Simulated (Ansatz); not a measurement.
## KBr (Fm-3m): a many-body input that goes wrong, and its mend

What is wrong with this input for KBr (Fm-3m)?

Method: G0W0 on PBE, plane waves, PAW, in Ansatz 0.2.0.

## (1) Set-up

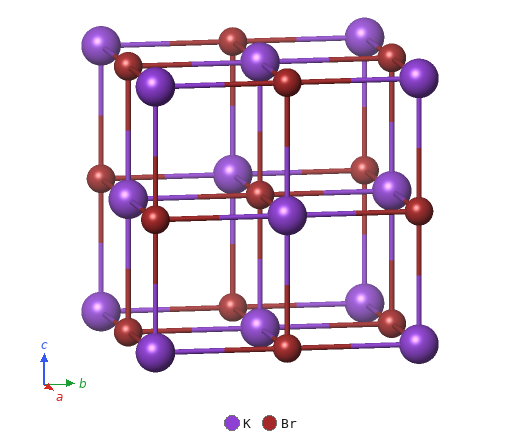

The cell as given, slightly off an axis (potassium purple, bromine red). This picture shows the conventional cell, with its axes. Some periodic images of atoms are drawn too.

The cell and positions come from the Crystallography Open Database and are kept as given unless a step says otherwise. The default PAW set here is soft_2. Its files were made with PBE.

## (2) First try

File input.yaml:

```yaml
crystal:
  lattice:
    - [0.0, 3.3, 3.3]
    - [3.3, 0.0, 3.3]
    - [3.3, 3.3, 0.0]
  atoms:
    - { symbol: K, position: [0.0, 0.0, 0.0] }
    - { symbol: Br, position: [0.5, 0.5, 0.5] }
kpoints:
  mp_grid: { grid: [4, 4, 4] }
hamiltonian:
  xc: pbe
scf:
  occupations: { method: fixed }
gw:
  n_empty_bands: 4
  ecut_chi: 40
  qp_bands: [v2, c2]
  qp_kpoints: band_edges
  screening: { model: contour_deformation }
```

Command:

```
$ ansatz run input.yaml --threads 3 --pin off --max-ram 92160MiB --backend cuda --events-out ev --progress --plain --runs-dir out --devices 1 --max-vram 13GiB
```

Numbers of over 12 decimals in the logs are rounded to 6 here.

Log:

```text
GPUs: using 1 of 1 available (devices: 1).
Engine: ansatz 0.2.0, x86_64-unknown-linux-gnu
Pseudopotentials: kind: paw
Pseudopotential: K, paw, valence charge 9, recommended cutoff 420 eV (normal), K.paw.azcp
Pseudopotential: Br, paw, valence charge 7, recommended cutoff 420 eV (normal), Br.paw.azcp
Functional definition: PBE
  parameter kappa = 0.804
  parameter beta = 0.066725
  exchange = pbe_x(kappa = kappa, mu = beta*pi^2/3)
  correlation = pbe_c(beta = beta)
device memory: the entry about to start is reckoned to put 0.9 GiB on a device that reports 35.8 GiB free (of which the cap on the GPU budget leaves the run 13.0 GiB)
GPU FFT provider: cuFFT
GPU libraries: cuBLAS 13.8.2, cuFFT 12.4.0, cuSOLVER 12.3.4
Crystal: 2 atoms, lattice volume = 71.874 Å³
Basis set: ecut = 420 eV, 1411 PW (Γ)
Bands: 12, of which v1, the nominal top of the filled ones, is band 8 counted from 1 (7 counted from 0)
Symmetry: 48 space group operations
Space group: Fm-3m (ITA 225), of the structure as read, at distance tolerance 4.2e-5 Å
k-points: 8 of 64
Non-local potential: K, projectors of the file, l = 0: 3, l = 1: 2, l = 2: 2
Non-local potential: Br, projectors of the file, l = 0: 2, l = 1: 2, l = 2: 2
PAW form: soft (Blöchl's): semilocal exchange-correlation on the pseudo side does not see the compensation charge
PAW one-centre angular grid: K, 110 points (default); XC on 64 Gauss nodes
PAW one-centre angular grid: Br, 110 points (default); XC on 64 Gauss nodes
Initial density: superposition of atomic densities (neutral atoms: chi_scale 0, normalization atom), corrected by the library's trained network
Initial wavefunctions: pseudopotential atomic-orbital guess
GPU buffer pool allocated for 32768 grid points (all kernels)
GPU transforms: local potential and band sums: pruned to the plane-wave sphere, on 32×32×32
Functional: x = pbe(κ = 0.804, μ = 0.219515), c = pbe(β = 0.066725)
SCF iter   1: F=—  HF=-4324.496265 eV  |F-HF|=—  |Δ(HF+E_count)|=         —  Δρ=1.75e-4  dr2=1.22e-5  ethr=1.77e-3  ⟨swp⟩=5.2  Hψ=526  notcnv=0  defer=13
preconditioner: auto → none  [insulator: Δε(μ)=4.426 eV  Ē_g=14.776 eV  n_scr=14 (ndim 8)  ℏωp=16.4 eV  f_vac=0.056  ε∞_Penn≈2.2]
SCF iter   2: F=—  HF=-4324.496181 eV  |F-HF|=—  |Δ(HF+E_count)|=   8.42e-5  Δρ=2.03e-4  dr2=5.19e-5  ethr=7.62e-8  ⟨swp⟩=3.4  Hψ=311  notcnv=0  defer=16
SCF iter   3: F=—  HF=-4324.496172 eV  |F-HF|=—  |Δ(HF+E_count)|=   9.17e-6  Δρ=6.65e-5  dr2=4.02e-6  ethr=7.62e-8  ⟨swp⟩=2.0  Hψ=152  notcnv=0  defer=16
SCF iter   4: F=—  HF=-4324.496178 eV  |F-HF|=—  |Δ(HF+E_count)|=   6.28e-6  Δρ=3.30e-5  dr2=1.23e-6  ethr=2.51e-8  ⟨swp⟩=2.0  Hψ=152  notcnv=0  defer=16
SCF iter   5: F=—  HF=-4324.496178 eV  |F-HF|=—  |Δ(HF+E_count)|=   6.30e-8  Δρ=1.32e-5  dr2=2.06e-7  ethr=7.67e-9  ⟨swp⟩=2.0  Hψ=120  notcnv=0  defer=16
SCF iter   6: F=-4324.496178 eV  HF=-4324.496178 eV  |F-HF|=1.43e-8  |Δ(HF+E_count)|=   5.30e-8  Δρ=3.82e-6  dr2=1.70e-8  ethr=6.25e-10  ⟨swp⟩=6.6  Hψ=410  notcnv=0
SCF 1 converged in 6 iterations: F = -4324.496178 eV  dr2 = 1.70e-8
[...]
device memory: the entry about to start is reckoned to put 1.2 GiB on a device that reports 35.8 GiB free (of which the cap on the GPU budget leaves the run 13.0 GiB)
NSCF: frozen V_eff on 8 k-points
[...]
device memory: the entry about to start is reckoned to put 0.9 GiB on a device that reports 35.8 GiB free (of which the cap on the GPU budget leaves the run 13.0 GiB)
NSCF: frozen V_eff on 8 k-points
G₀W₀ screening: q 1/8
[... further progress lines ...]
device memory: the entry about to start is reckoned to put 0.3 GiB on a device that reports 35.3 GiB free (of which the cap on the GPU budget leaves the run 13.0 GiB)
NSCF: frozen V_eff on 1 k-points
SCF converged after 6 iterations
Free energy (F): -4324.496178 eV
Harris-Foulkes:  -4324.496178 eV  (|F-HF|=1.43e-8)
Internal energy: -4324.496178 eV  (E = F + TS)
E sigma→0 (E₀):  -4324.496178 eV
Fermi energy:    1.069751 eV
--- Per-component energies (eV) ---
  E_band       = -133.506746
  E_kinetic    = 388.477015
  E_local      = -838.841777  (includes V_loc(G=0)·N_el)
  E_nonlocal   = 82.863896
  E_hartree    = 272.003665
  E_xc         = -400.627802
  E_vxc        = -269.648545  (∫ρ·V_xc dr)
  E_paw        = -3028.385325  (= ΣΔE_a)
  E_vpaw       = -40.364180  (= ΣTr[D̂ρ^β])
  E_aug_tail   = -0.000004  (compensation charges beyond the density's cutoff)
  E_ewald      = -799.985846
  E_smearing   = -0.000000  (= −TS)
  E_closure    = -0.000000  (closes the sum)
  Σ components = -4324.496178   (vs F -4324.496178, Δ=0.00e0)
--- Band table (eV; the first three rows and the last of 8) ---
  k-point 0: bands = [... 4 lower, -10.1843, 1.0698, 1.0698, 1.0698, 5.5050, 8.6736, 8.6736, 8.6736]
  k-point 1: bands = [... 4 lower, -10.0522, 0.3989, 0.8962, 0.8962, 6.7570, 8.5566, 9.3724, 9.3724]
  k-point 2: bands = [... 4 lower, -9.9357, -0.1081, 0.7362, 0.7362, 7.6587, 9.3032, 10.8050, 10.8050]
  k-point 7: bands = [... 4 lower, -10.0884, 0.4832, 0.4832, 0.5329, 8.4558, 8.4558, 9.3300, 10.0633]
--- G₀W₀: contour deformation, 5 samples at zero and on the imaginary axis and 2 off it, 64 q-points, 4 empty bands' worth ---
  eigenvalues of the whole cell's RPA ε∞ on this k-mesh (on a slab, of 1 + 4πα/V) = 2.0854, 2.0854, 2.0854; static W/v taken at q = 0 is 0.479520
  bands read: the sum over 12 bands ends inside a degenerate multiplet in 1 slot, whose members it reads at an even weight; the widest, k=3: bands 12 to 13 (counted from 1) at 1/2 each
  gw.qp_kpoints: band_edges: 8 of 8 stored k-points solved, in 1 pass; an edge of the gap read off the rows below is read off those points alone
  `?` marks the rows in doubt; gw_qp.tsv's column doubts and the gw_qp event give each row's grounds
    ik  band        ε_KS         Σx   Σc(E_QP)       V_xc       Z   E_QP_lin       E_QP  E_QP is
     0     7      1.0698   -19.4660     2.6170   -15.5675  0.8284    -0.2404    -0.2117  root
     0     8      1.0698   -19.4660     2.6170   -15.5675  0.8284    -0.2404    -0.2117  root
     0     9      5.5050    -4.2690    -1.7537    -7.8620  0.8794     7.3818     7.3443  root
     0    10      8.6736    -4.0613    -1.7730    -8.7418  0.8878    11.7048    11.5812  root ?
     1     7      0.8962   -19.1441     2.6275   -15.2047  0.8260    -0.4466    -0.4156  root
     1     8      0.8962   -19.1441     2.6275   -15.2047  0.8260    -0.4466    -0.4156  root
     1     9      6.7570    -4.8953    -1.7479    -8.6363  0.8759     8.7999     8.7500  root
     1    10      8.5566    -4.2302    -1.8232    -8.5939  0.8773    11.1991    11.0971  root ?
     2     7      0.7362   -18.8863     2.6453   -14.8992  0.8236    -0.6390    -0.6056  root
     2     8      0.7362   -18.8863     2.6453   -14.8992  0.8236    -0.6390    -0.6056  root
     2     9      7.6587    -3.7575    -1.7180    -7.4140  0.8792     9.6460     9.5971  root
     2    10      9.3032    -5.6959    -2.1483   -10.3870  0.8537    11.9908    11.8460  root ?
     3     7      0.9078   -19.2360     2.6271   -15.2794  0.8264    -0.4533    -0.4215  root
     3     8      0.9078   -19.2360     2.6271   -15.2794  0.8264    -0.4533    -0.4215  root
     3     9      6.9709    -4.9582    -1.7530    -8.8629  0.8773     9.1824     9.1226  root
     3    10      7.6016    -3.4104    -1.7811    -7.5307  0.8818    10.0128     9.9408  root
     4     7      0.6073   -18.7333     2.6493   -14.6876  0.8225    -0.8261    -0.7892  root
[...]
6    10      8.2706    -4.3493    -1.6405    -8.5692  0.8911    10.9361    10.8500  root
     7     7      0.4832   -18.6170     2.6585   -14.5097  0.8214    -1.0062    -0.9656  root
     7     8      0.5329   -18.5711     2.6573   -14.5149  0.8210    -0.9038    -0.8660  root
     7     9      8.4558    -4.2249    -1.8559    -8.4629  0.8730    10.9281    10.8379  root
     7    10      8.4558    -4.2249    -1.8559    -8.4629  0.8730    10.9281    10.8379  root
```

Wall time 6.2 s (1 × NVIDIA H100 80GB HBM3 (shared by 6 runs) with 3 threads of AMD EPYC 7R13 (Zen 3), shared host); peak memory 0.96 GiB; 5.4 s of CPU time.

**What went wrong?**

The run ended normally, though the input holds a fault or crude settings.

The fault: four empty bands in G0W0. The sums over empty states are cut off almost at the gap, so screening and correlation are far from complete.

It printed a gap of 7.56 eV, which is an artefact of the settings.

## (3) A better input

G0W0 replaces the xc potential by the self-energy, built once from these orbitals. Only a window of levels is corrected, while the sums run over the empty bands that the input names.

input.yaml, as its differences from that of step 2:

```diff
@@ -15,4 +15,4 @@
 gw:
-  n_empty_bands: 4
-  ecut_chi: 40
+  n_empty_bands: 214
+  ecut_chi: 120
   qp_bands: [v2, c2]
```

Log:

```text
GPUs: using 1 of 1 available (devices: 1).
[...]
GPU FFT provider: cuFFT
GPU libraries: cuBLAS 13.8.2, cuFFT 12.4.0, cuSOLVER 12.3.4
Crystal: 2 atoms, lattice volume = 71.874 Å³
Basis set: ecut = 420 eV, 1411 PW (Γ)
Bands: 12, of which v1, the nominal top of the filled ones, is band 8 counted from 1 (7 counted from 0)
Symmetry: 48 space group operations
[...]
k-points: 8 of 64
[...]
GPU buffer pool allocated for 32768 grid points (all kernels)
[...]
SCF iter   1: F=—  HF=-4324.496265 eV  |F-HF|=—  |Δ(HF+E_count)|=         —  Δρ=1.75e-4  dr2=1.22e-5  ethr=1.77e-3  ⟨swp⟩=5.2  Hψ=526  notcnv=0  defer=13
[...]
SCF iter   6: F=-4324.496178 eV  HF=-4324.496178 eV  |F-HF|=1.43e-8  |Δ(HF+E_count)|=   5.30e-8  Δρ=3.82e-6  dr2=1.70e-8  ethr=6.25e-10  ⟨swp⟩=6.6  Hψ=410  notcnv=0
SCF 1 converged in 6 iterations: F = -4324.496178 eV  dr2 = 1.70e-8
[...]
0     7      1.0698   -19.4660     2.0146   -15.5675  0.8032    -0.8628    -0.8141  root
     0     8      1.0698   -19.4660     2.0146   -15.5675  0.8032    -0.8628    -0.8141  root
     0     9      5.5050    -4.2690    -2.9803    -7.8620  0.8596     6.1208     6.1178  root
     0    10      8.6736    -4.0613    -3.3709    -8.7418  0.8493    10.0015     9.9832  root
     1     7      0.8962   -19.1441     2.0396   -15.2047  0.8023    -1.0549    -1.0036  root
     1     8      0.8962   -19.1441     2.0396   -15.2047  0.8023    -1.0549    -1.0036  root
     1     9      6.7570    -4.8953    -3.0577    -8.6363  0.8525     7.4445     7.4403  root
     1    10      8.5566    -4.2302    -3.2977    -8.5939  0.8459     9.6351     9.6226  root
[...]
7     7      0.4832   -18.6170     2.1341   -14.5097  0.8009    -1.5497    -1.4900  root
     7     8      0.5329   -18.5711     2.1059   -14.5149  0.8002    -1.4757    -1.4175  root
     7     9      8.4558    -4.2249    -3.2509    -8.4629  0.8455     9.4537     9.4429  root
     7    10      8.4558    -4.2249    -3.2509    -8.4629  0.8455     9.4537     9.4429  root
[key lines of the parts left out:]
SCF converged after 6 iterations
Free energy (F): -4324.496178 eV
Fermi energy:    1.069751 eV
```

The job ended after 15 s (1 × NVIDIA H100 80GB HBM3 (shared by 6 runs) with 3 threads; peak memory 1.1 GiB; 13 s of CPU time).

Numbers from this step:

| Quantity | Value |
| --- | --- |
| bands summed | 222 |
| RPA ε∞ on this mesh (eigenvalues) | 2.365, 2.365, 2.365 |
| plane waves in the screening matrix | 181 |
| q-points in the mesh | 64 |
| G0W0 gap on the mesh | 6.932 eV |
| k of the valence top | 0, 0, 0 |
| k of the conduction bottom | 0, 0, 0 |
| starting gap on the mesh | 4.435 eV |
| Z at the valence top | 0.8032 |
| Z at the conduction bottom | 0.8596 |
| least direct G0W0 gap on the computed points | 6.932 eV |

The gap on the mesh goes from 4.44 eV to 6.93 eV, a correction of +2.50 eV. Between the two edge states, bare exchange in place of the xc potential would open the gap by 7.49 eV, and correlation takes back 4.99 eV.

## (4) Summary of results

| Quantity | Value |
| --- | --- |
| first try | converged after 6.2 s |
| better run | G0W0 gap on the mesh 6.93 eV (4×4×4 mesh, 214 empty bands, screening to 120 eV) |

What this shows: The second run differs in: empty bands and screening cutoff (eV). Bands and cutoff are finite, so the gap is not at the basis limit. The miss can reach some tenths of an eV and take either sign; the mesh is an error of its own. The many-body steps are scalar-relativistic: spin-orbit coupling is not in them.

[Paths, hosts, dates, memory and timing lines, banners, echoed tables and standing remarks are left out of the program output.]

[Logs are printed without paths, hosts, clocks, repeated set-up lines and the standing remarks that a program may print on its own settings, such as how far it seeks lower states.]

[Runs of the session that timed out or met a known fault of the program may be left out.]

[Cells called generated may have been cut or substituted from an entry of the Crystallography Open Database or the Materials Project.]

[Hosts, paths, dates, database ids (printed as entryN), source tags and the programs' standing remarks are cut or masked in the printed files.]
